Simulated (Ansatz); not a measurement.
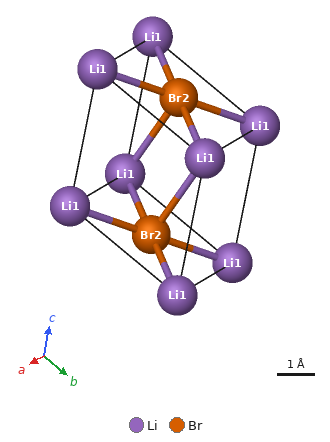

*The structure (ball-and-stick view of the reduced cell, seen slightly off an axis; atoms are numbered from 1 in the order of the input). An atom can appear more than once, as a periodic image.*

Near neighbours in the periodic cell (some may lie outside the picture): Li has 6 Br at 2.74 to 2.81 Å; Br has 6 Li at 2.74 to 2.81 Å.

# LiBr: band-structure calculation

System: LiBr (I4/mmm, 2 atoms in the cell).
Method: DFT, PBE, plane waves, PAW, no spin polarisation (Ansatz 0.2.0).

The structure was built on a prototype by a generator. The geometry comes from this level: r2SCAN (a point of a series of strains). It belongs to a series of runs on one base structure; here: uniaxial_x strain +2.5%. Figures and captions count atoms from 1; the log counts them from 0 in places.

## Input
```yaml
crystal:
  lattice:
    - [0.0, 2.7395650468, 2.7395650468]
    - [2.8080541729, 0.0, 2.7395650468]
    - [2.8080541729, 2.7395650468, 0.0]
  atoms:
    - { symbol: Li, position: [0.0, 0.0, 0.0] }
    - { symbol: Br, position: [0.5, 0.5, 0.5] }
kpoints:
  mp_grid: { grid: [8, 8, 8] }
  band_path:
    path:
      - [0.0, 0.0, 0.0]
      - [0.5, 0.0, 0.5]
      - [0.625, 0.25, 0.625]
      - [0.375, 0.375, 0.75]
      - [0.5, 0.5, 0.5]
      - [0.5, 0.25, 0.75]
    npoints: 1
hamiltonian:
  xc: pbe
scf:
  occupations: { method: fermi_dirac, width: 0.02 }
  n_extra_bands: 4
output:
  forces: true
  stress: true
  eigenvalues: true
  write_density: true
  write_potential: true
  elf: true
  volumetric_format: npy
```

Run on 4 threads of Arm Neoverse V1, 24 GiB of memory available, shared host.

Run as:
```bash
ansatz run input.yaml --threads 4 --pin off --max-ram 4608MiB --backend cpu --events-out ev --progress --plain --runs-dir out
```

## Output
```
scf.n_extra_bands = 4 over 5 filled bands (N_el = 10.0): the run solves 9 bands
Engine: ansatz 0.2.0, aarch64-unknown-linux-gnu
Pseudopotentials: kind: paw
Pseudopotential: Li, paw, valence charge 3, recommended cutoff 420 eV (normal), Li.paw.azcp
Pseudopotential: Br, paw, valence charge 7, recommended cutoff 420 eV (normal), Br.paw.azcp
Functional definition: PBE
  parameter kappa = 0.804
  parameter beta = 0.06672455060314922
  exchange = pbe_x(kappa = kappa, mu = beta*pi^2/3)
  correlation = pbe_c(beta = beta)
Crystal: 2 atoms, lattice volume = 42.150 Å³
Basis set: ecut = 420 eV, 869 PW (Γ), exchange–correlation on 54×54×54 points (8 copies of the dense FFT grid, shifted against one another)
Bands: 9, of which v1, the nominal top of the filled ones, is band 5 counted from 1 (4 counted from 0)
Symmetry: 16 space group operations
Space group: I4/mmm (ITA 139), of the structure as read, at distance tolerance 3.5e-5 Å
k-points: 59 of 512
Non-local potential: Li, projectors of the file, l = 0: 3, l = 1: 2, l = 2: 1
Non-local potential: Br, projectors of the file, l = 0: 2, l = 1: 2, l = 2: 2
PAW form: soft (Blöchl's): semilocal exchange-correlation on the pseudo side does not see the compensation charge
PAW one-centre angular grid: Li, 110 points (default); XC on 64 Gauss nodes
PAW one-centre angular grid: Br, 110 points (default); XC on 64 Gauss nodes
Initial density: superposition of atomic densities (neutral atoms: chi_scale 0, normalization atom), corrected by the library's trained network
Initial wavefunctions: pseudopotential atomic-orbital guess
Functional: x = pbe(κ = 0.804, μ = 0.2195149727645171), c = pbe(β = 0.06672455060314922)
SCF iter   1: F=—  HF=-2990.957996 eV  |F-HF|=—  |Δ(HF+E_count)|=         —  Δρ=2.90e-4  dr2=5.10e-5  ethr=1.77e-3  ⟨swp⟩=7.3  Hψ=4030  notcnv=0
preconditioner: auto → none  [insulator: Δε(μ)=4.839 eV  Ē_g=12.862 eV  σ=0.020 eV  W_gap=1.00  n_scr=8 (ndim 8)  ℏωp=16.2 eV  f_vac=0.000  D(μ)=0.00/eV (n_scr^D=0)  ε∞_Penn≈2.6]
SCF iter   2: F=—  HF=-2990.958062 eV  |F-HF|=—  |Δ(HF+E_count)|=   6.60e-5  Δρ=2.24e-4  dr2=3.68e-5  ethr=5.10e-7  ⟨swp⟩=3.2  Hψ=1572  notcnv=0
SCF iter   3: F=—  HF=-2990.958072 eV  |F-HF|=—  |Δ(HF+E_count)|=   9.47e-6  Δρ=2.87e-4  dr2=5.69e-5  ethr=3.68e-7  ⟨swp⟩=2.0  Hψ=767  notcnv=0
SCF iter   4: F=—  HF=-2990.958056 eV  |F-HF|=—  |Δ(HF+E_count)|=   1.56e-5  Δρ=1.60e-4  dr2=1.78e-5  ethr=3.68e-7  ⟨swp⟩=1.6  Hψ=635  notcnv=0
SCF iter   5: F=—  HF=-2990.958050 eV  |F-HF|=—  |Δ(HF+E_count)|=   6.61e-6  Δρ=3.67e-5  dr2=9.29e-7  ethr=1.78e-7  ⟨swp⟩=2.4  Hψ=775  notcnv=0
SCF iter   6: F=-2990.958049 eV  HF=-2990.958049 eV  |F-HF|=1.59e-8  |Δ(HF+E_count)|=   3.46e-7  Δρ=5.73e-6  dr2=2.17e-8  ethr=1.00e-9  ⟨swp⟩=7.2  Hψ=3088  notcnv=0
SCF 1 converged in 6 iterations: F = -2990.958049 eV  dr2 = 2.17e-8
  greatest PAW one-centre occupation: 1.000 electrons in one spin orbital (limit 2), on the Li atom at site 0 (counted from 0), in its partial waves of l = 0
NSCF: frozen V_eff on 6 k-points
SCF converged after 6 iterations
Free energy (F): -2990.958049 eV
Harris-Foulkes:  -2990.958049 eV  (|F-HF|=1.59e-8)
Internal energy: -2990.958049 eV  (E = F + TS)
E sigma→0 (E₀):  -2990.958049 eV
Fermi energy:    4.402924 eV
--- Per-component energies (eV) ---
  E_band       = -103.081770
  E_kinetic    = 155.483303
  E_local      = -314.663623  (includes V_loc(G=0)·N_el)
  E_nonlocal   = 37.085461
  E_hartree    = 80.791234
  E_xc         = -275.878102
  E_vxc        = -118.226620  (∫ρ·V_xc dr)
  E_paw        = -2267.623241  (= ΣΔE_a)
  E_vpaw       = -24.341107  (= ΣTr[D̂ρ^β])
  E_aug_tail   = 0.000012  (compensation charges beyond the density's cutoff)
  E_ewald      = -406.153093
  E_smearing   = -0.000000  (= −TS)
  E_closure    = -0.000000  (closes the sum)
  Σ components = -2990.958049   (vs F -2990.958049, Δ=0.00e0)
--- Forces (eV/Å), atoms counted from 1 ---
  atom   1  Li     0.00000000    -0.00000000     0.00000000
  atom   2  Br     0.00000000     0.00000000     0.00000000
  max |Σ_I F_I| component: 2.35e-30 eV/Å
--- Stress (GPa, compression-positive) ---
       -0.523124       0.000000       0.000000
        0.000000       0.029373      -0.000000
        0.000000       0.000000       0.029373
  P = ⅓ Tr σ = -0.1548 GPa (-1.548 kbar)
--- Band table (eV; the first three rows and the last of 59) ---
  k-point 0: bands = ["-42.4739", "-11.4602", "1.9069", "1.9069", "1.9733", "6.8153", "12.3063", "12.5032", "12.5032"]
  k-point 1: bands = ["-42.4738", "-11.3988", "1.3535", "1.8744", "1.9034", "7.3398", "11.6763", "12.1187", "12.3619"]
  k-point 2: bands = ["-42.4735", "-11.2437", "0.2854", "1.7885", "1.8007", "7.8647", "10.9945", "11.2338", "11.6262"]
  k-point 58: bands = ["-42.4727", "-10.8123", "-0.2043", "-0.2043", "0.8705", "9.7988", "10.4022", "11.3384", "11.3384"]
```

## File bands.tsv
```
# k_distance	band_0	band_1	band_2	band_3	band_4	band_5	band_6	band_7	band_8
# fermi_ev = 4.402924
# lock_threshold_ev = 1e-6
# [0, 0, 0] at k_distance = 0.000000
# [0.5, 0, 0.5] at k_distance = 1.146749
# [0.625, 0.25, 0.625] at k_distance = 1.547272
# [0.375, 0.375, 0.75] at k_distance = 2.238138
# [0.5, 0.5, 0.5] at k_distance = 2.937550
# [0.5, 0.25, 0.75] at k_distance = 3.748423
# levels_relative_to = fermi_ev
# free_energy_ev = -2990.958049
# largest_residual_norms_ev = 1.027e-3 4.546e-4 1.103e-3 1.489e-3 1.424e-3 9.348e-4 7.438e-4 8.495e-4 1.435e-3
0.000000	-46.876862	-15.863095	-2.495989	-2.495989	-2.429631	2.412327	7.903419	8.100228	8.100228
1.146749	-46.875581	-15.211768	-5.294300	-3.691266	-3.526401	3.739294	4.634665	9.157228	9.582827
1.547272	-46.875623	-15.236193	-4.912102	-4.281161	-3.332531	4.146931	6.170272	7.777963	8.128001
2.238138	-46.875623	-15.236193	-4.912102	-4.281161	-3.332531	4.146931	6.170272	7.777963	8.128001
2.937550	-46.875926	-15.407592	-5.297326	-2.761587	-2.696099	3.146667	5.552692	5.722234	9.155338
3.748423	-46.875580	-15.215270	-4.607202	-4.607202	-3.532450	5.395893	5.999237	6.935485	6.935485
```

## File v_z.tsv
```
# z_ang	v_es[eV]	v_tot[eV]
# format = ansatz-planar-average/11
# xc	pbe
# density_cutoff_ev	1680
# datasets	Li=:simpson_from_first_knot:soft	Br=:simpson_from_first_knot:soft
# lattice	0.000000000	2.739565047	2.739565047
# lattice	2.808054173	0.000000000	2.739565047
# lattice	2.808054173	2.739565047	0.000000000
# sites	2
# site	3	0.000000000	0.000000000	0.000000000
# site	35	2.808054173	2.739565047	2.739565047
0.000000	2.846879e0	-3.781756e0
0.145298	2.972315e0	-3.679095e0
0.290597	3.306039e0	-3.417195e0
0.435895	3.741832e0	-3.098724e0
0.581194	4.162904e0	-2.871111e0
0.726492	4.465978e0	-2.880025e0
0.871791	4.369750e0	-3.370210e0
1.017089	3.528598e0	-4.656210e0
1.162388	2.018908e0	-6.672874e0
1.307686	2.051909e-1	-9.039303e0
1.452984	-1.552684e0	-1.138388e1
1.598283	-2.988684e0	-1.340655e1
1.743581	-3.979790e0	-1.487655e1
1.888880	-4.482113e0	-1.564365e1
2.034178	-4.482113e0	-1.564365e1
2.179477	-3.979790e0	-1.487655e1
2.324775	-2.988684e0	-1.340655e1
2.470074	-1.552684e0	-1.138388e1
2.615372	2.051909e-1	-9.039303e0
2.760671	2.018908e0	-6.672874e0
2.905969	3.528598e0	-4.656210e0
3.051267	4.369750e0	-3.370210e0
3.196566	4.465978e0	-2.880025e0
3.341864	4.162904e0	-2.871111e0
3.487163	3.741832e0	-3.098724e0
3.632461	3.306039e0	-3.417195e0
3.777760	2.972315e0	-3.679095e0
```

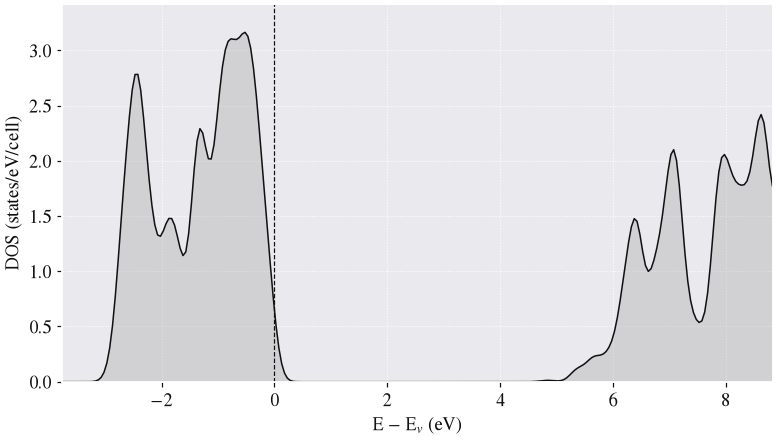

*Density of states (the curve is built from the levels of the k mesh with Gaussians 0.3 eV wide, which also blur the band edges), with energies from the valence-band top.*

There is a gap of 4.84 eV on the k-point mesh. Small ripples come from the finite k-point mesh.

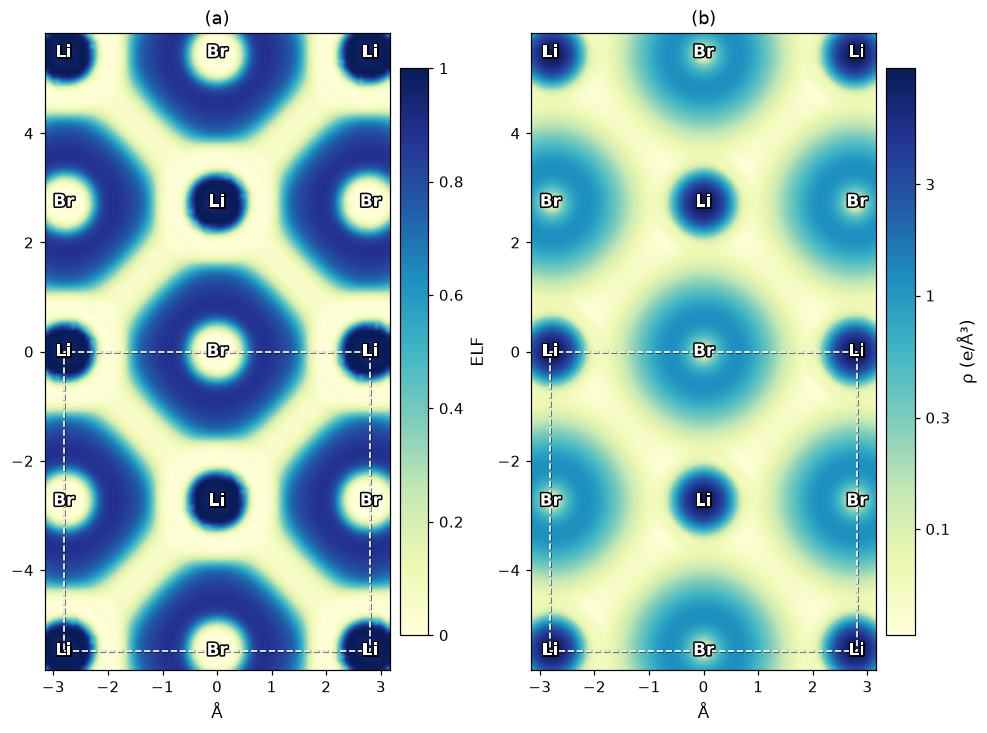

*(a) electron localisation function; (b) valence electron density on the (110) plane of the conventional cell.*

The section cuts through Li and Br sites. Li–Br (2.81 Å): ρ at the midpoint is about 0.18 e/Å³; the ELF is about 0.75 at the midpoint, as expected for ionic bonding with no shared pair. Away from the nuclei the density in this plane falls to 0.04 e/Å³ at its lowest. The strong features right at Li lie inside the PAW spheres (semicore, d or f shells) and say nothing about bonding. The fields are those of the smooth PAW valence density.

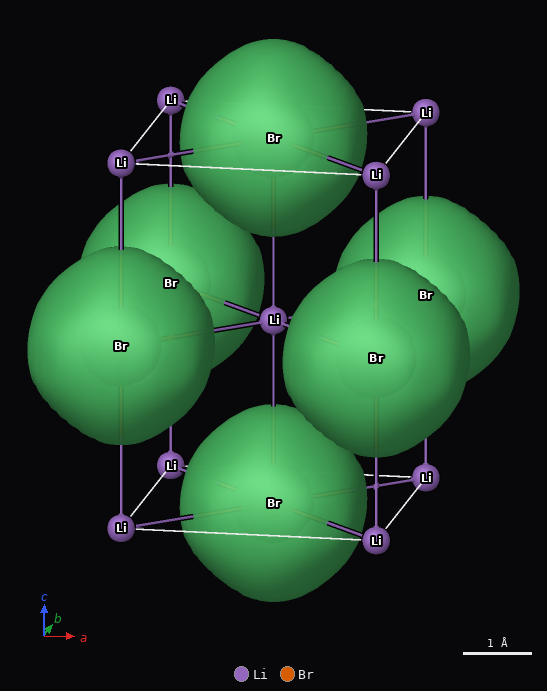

*Isosurface of the ELF at 0.65 (green), seen slightly off an axis. Only the valence region is drawn (cores and ρ < 0.01 e/Å³ removed). Sticks mark near contacts. The outline is the cell set on symmetry axes.*

Along the contacts the grid gives the following. Li–Br (2.74 Å): the ELF is about 0.75 at the midpoint, which marks ionic bonding with no shared pair. Li–Br (2.81 Å): the ELF is about 0.75 at the midpoint, which marks ionic bonding with no shared pair.

## Summary

| quantity | value |
| --- | --- |
| outcome | converged |
| space group (tolerance 0.01 Å) | I4/mmm (139) |
| electrons treated | 10 |
| free energy | −2990.9580 eV |
| Fermi energy | 4.403 eV |
| gap on the k-point mesh | 4.84 eV |
| pressure | −0.15 GPa |
| largest force (length of the vector) | under 0.001 eV/Å |
| wall time | 0.76 s (CPU time 2.2 s) |
| peak memory | 0.3 GiB |
